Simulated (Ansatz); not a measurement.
System: Ba, space group Im-3m (No. 229) (one of a set of cubic test structures, which need not be the stable phase).

How it was computed, with Ansatz 0.2.0 development build: equation of state of a cubic crystal from periodic Kohn-Sham density functional theory without spin, third-order Birch-Murnaghan fit to the free energies; pressure corrected for the finite basis. Level: r2SCAN.

- structure type: bcc
- atoms in cell: 1
- space group number: 229
- lattice centring: body-centred primitive
- k mesh: 10×10×10
- occupation method: Fermi–Dirac
- occupation width: 0.1 eV
- wave cutoff: 500 eV
- datasets: soft-1 PAW
- density tolerance: 1e−07 eV
- bands: 9
- density cutoff ratio: 4
- search for lower states: default

Describe the result: the energy above the lowest point and pressure against volume. The volume takes the values 58.25, 60.15, 62.05, 63.95, 65.85 Å³/atom.

A third-order Birch–Murnaghan fit gives V0 = 65.28 Å³/atom, B0 = 8.28 GPa. The energy above the lowest point falls from 22.5 meV/atom at volume 58.25 Å³/atom to 0.0 meV/atom at 65.85 Å³/atom. The pressure falls from 1.112 GPa at volume 58.25 Å³/atom to −0.070 GPa at 65.85 Å³/atom.

```json
{"volume (Å³/atom)": "58.25", "energy above the lowest point (meV/atom)": "22.5", "pressure (GPa)": "1.112"}
{"volume (Å³/atom)": "60.15", "energy above the lowest point (meV/atom)": "11.4", "pressure (GPa)": "0.760"}
{"volume (Å³/atom)": "62.05", "energy above the lowest point (meV/atom)": "4.3", "pressure (GPa)": "0.450"}
{"volume (Å³/atom)": "63.95", "energy above the lowest point (meV/atom)": "0.6", "pressure (GPa)": "0.170"}
{"volume (Å³/atom)": "65.85", "energy above the lowest point (meV/atom)": "0.0", "pressure (GPa)": "-0.070"}
```

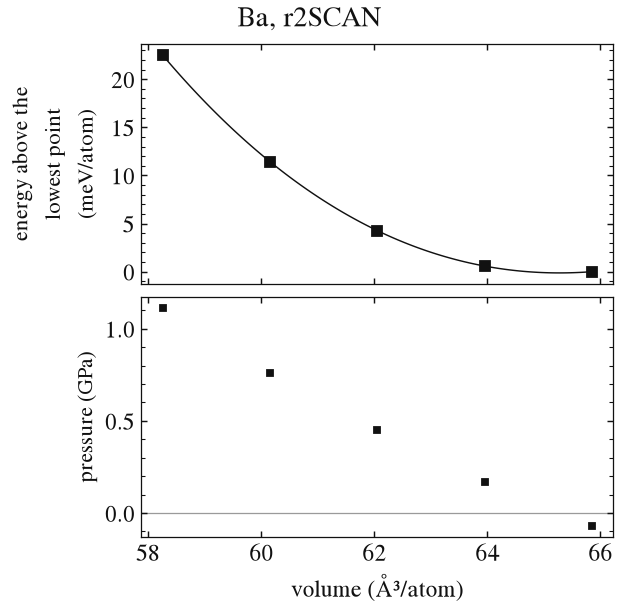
